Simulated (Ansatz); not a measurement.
## Ti: 5 runs along one coordinate

System: Ti (P6₃/mmc, 4 atoms in the cell).
Method: DFT, revPBE, plane waves (420 eV) with PAW, scalar-relativistic, no spin polarisation (Ansatz 0.2.0).

The 5 runs differ only in the geometry, by an even scaling of the cell at fixed fractional positions.

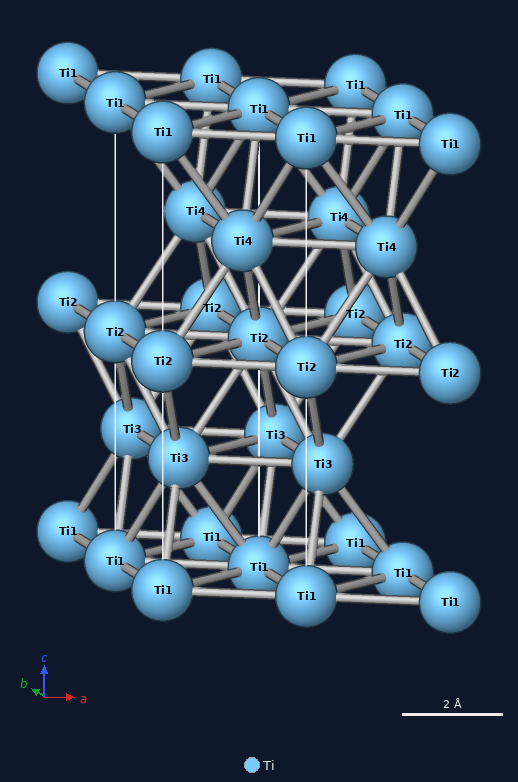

Figure 1. The structure of run 3 (ball-and-stick view of the cell of the calculation, repeated 2 × 2 × 1, seen slightly off an axis; atoms are numbered from 1 in the order of the input).

### Input of run 3
```yaml
crystal:
  lattice:
    - [2.9548536223, 0.0, 0.0]
    - [-1.4774268111, 2.5589783014, 0.0]
    - [0.0, 0.0, 9.4556022481]
  atoms:
    - { symbol: Ti, position: [0.0, 1.0, 0.0] }
    - { symbol: Ti, position: [0.0, 1.0, 0.5] }
    - { symbol: Ti, position: [0.3333333333, 0.6666666667, 0.25] }
    - { symbol: Ti, position: [0.6666666667, 0.3333333333, 0.75] }
hamiltonian:
  xc: revpbe
  pseudopotentials:
    kind: paw
    azcp:
      Ti: "pseudopotentials/Ti.paw.azcp"
basis:
  ecutwfc: 420
  fft_grid_basis: typed
kpoints:
  mp_grid: { grid: [14, 14, 4], shift: [0, 0, 0] }
magnetization:
  spin_polarized: false
scf:
  occupations: { method: fermi_dirac, width: 0.1 }
  lower_state_search: "off"
output:
  stress: true
```

Lattice vectors (Å) and fractional positions of run 3:
```
   2.954854    0.000000    0.000000
  -1.477427    2.558978    0.000000
   0.000000    0.000000    9.455602
Ti -0.000000  1.000000  0.000000
Ti -0.000000  1.000000  0.500000
Ti  0.333333  0.666667  0.250000
Ti  0.666667  0.333333  0.750000
```

Run 4 differs from it as follows:
```diff
-    - [2.9548536223, 0.0, 0.0]
-    - [-1.4774268111, 2.5589783014, 0.0]
-    - [0.0, 0.0, 9.4556022481]
+    - [2.9937377343, 0.0, 0.0]
+    - [-1.4968688671, 2.5926529302, 0.0]
+    - [0.0, 0.0, 9.5800323365]
```

### Results, with one run withheld

```csv
run,volume per atom (Å³),"free energy per atom, from the lowest run given (meV)",pressure (GPa)
1,15.729,102.07,16.74
2,17.159,10.01,4.61
3,17.874,0.00,0.01
4,18.589,?,?
5,19.304,33.16,−7.01
```

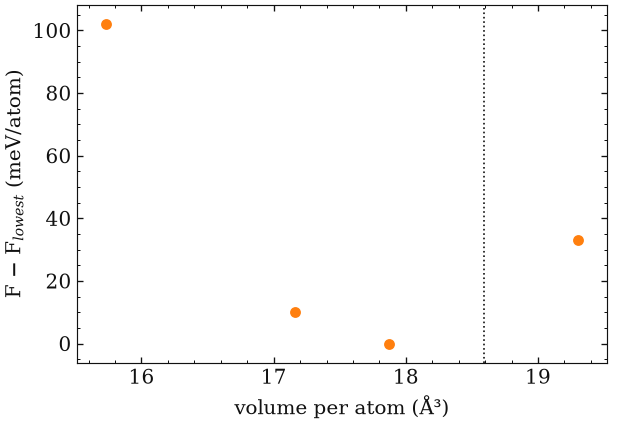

Figure 2. Free energy per atom of the runs given; the dotted line marks run 4.

Fit the runs given and predict run 4.

A quadratic polynomial in V^(−2/3) (the Birch–Murnaghan form), fitted to the 4 runs given, misses them by at most 0.20 meV per atom. With x = V^(−2/3) − 0.14871 Å⁻², it reads F = 3.6274 + 2885.2 x + 6.0648e+05 x² (meV per atom). At run 4 it gives 9.08 meV per atom, and the run itself gives 8.77. The slope of the fit gives a pressure −dF/dV of −3.80 GPa there, and the run prints −3.82 GPa. The fit has its minimum at 17.865 Å³ per atom, where V d²F/dV² gives 104 GPa. Cell shape and fractional positions are held, so this is the stiffness under even scaling; the relaxed bulk modulus wasn't computed.

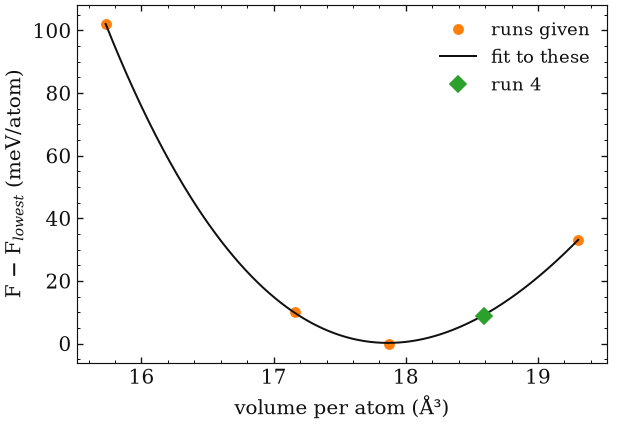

Figure 3. The fit and the withheld run.

### Output, shortened to warnings, some set-up lines, iterations and results (run 4)
```
Basis set: ecut = 420 eV, 1401 PW (Γ)
Symmetry: 24 space group operations
k-points: 72 of 784
Initial density: superposition of atomic densities (neutral atoms: chi_scale 0, normalization atom), corrected by the library's trained network
[...]
SCF iter   1: F=—  HF=-10011.057125 eV  |F-HF|=—  |Δ(HF+E_count)|=         —  Δρ=5.49e-3  dr2=4.18e-2  ethr=1.77e-3  ⟨swp⟩=4.3  Hψ=7997  notcnv=0
SCF iter   2: F=—  HF=-10011.054403 eV  |F-HF|=—  |Δ(HF+E_count)|=   2.72e-3  Δρ=2.49e-3  dr2=6.07e-3  ethr=8.71e-5  ⟨swp⟩=1.0  Hψ=2664  notcnv=0
SCF iter   3: F=—  HF=-10011.054546 eV  |F-HF|=—  |Δ(HF+E_count)|=   1.43e-4  Δρ=7.01e-4  dr2=3.07e-4  ethr=1.26e-5  ⟨swp⟩=2.2  Hψ=2426  notcnv=0
SCF iter   4: F=—  HF=-10011.054581 eV  |F-HF|=—  |Δ(HF+E_count)|=   3.53e-5  Δρ=1.05e-4  dr2=8.88e-6  ethr=6.39e-7  ⟨swp⟩=2.1  Hψ=2588  notcnv=0
SCF iter   5: F=—  HF=-10011.054581 eV  |F-HF|=—  |Δ(HF+E_count)|=   4.03e-7  Δρ=3.81e-5  dr2=8.32e-7  ethr=1.85e-8  ⟨swp⟩=3.0  Hψ=4241  notcnv=0
SCF iter   6: F=-10011.054581 eV  HF=-10011.054581 eV  |F-HF|=2.67e-8  |Δ(HF+E_count)|=   7.25e-8  Δρ=9.34e-6  dr2=6.91e-8  ethr=2.08e-10  ⟨swp⟩=4.1  Hψ=6683  notcnv=0
SCF 1 converged in 6 iterations: F = -10011.054581 eV  dr2 = 6.91e-8
SCF converged after 6 iterations
Free energy (F): -10011.054581 eV
Harris-Foulkes:  -10011.054581 eV  (|F-HF|=2.67e-8)
Internal energy: -10010.836833 eV  (E = F + TS)
E sigma→0 (E₀):  -10010.945707 eV
Entropy (-TS):   -0.217748 eV (-54.437 meV/atom)
Fermi energy:    12.342023 eV
--- Per-component energies (eV) ---
  E_band       = -680.762033
  E_kinetic    = 1083.042325
  E_local      = -3395.900779  (includes V_loc(G=0)·N_el)
  E_nonlocal   = 28.854911
  E_hartree    = 1384.197365
  E_xc         = -388.229055
  E_vxc        = -484.633507  (∫ρ·V_xc dr)
  E_paw        = -4201.381204  (= ΣΔE_a)
  E_vpaw       = -680.525691  (= ΣTr[D̂ρ^β])
  E_aug_tail   = 0.000521  (compensation charges beyond the density's cutoff)
  E_ewald      = -4521.269739
  E_core_change = -0.151179  (= ΣΔE_core)
  E_smearing   = -0.217748  (= −TS)
  E_closure    = 0.000000  (closes the sum)
  Σ components = -10011.054581   (vs F -10011.054581, Δ=0.00e0)
--- Stress (GPa, compression-positive) ---
       -3.840620       0.000000       0.000000
        0.000000      -3.840620       0.000000
        0.000000       0.000000      -3.787324
  P = ⅓ Tr σ = -3.8229 GPa (-38.229 kbar)
```
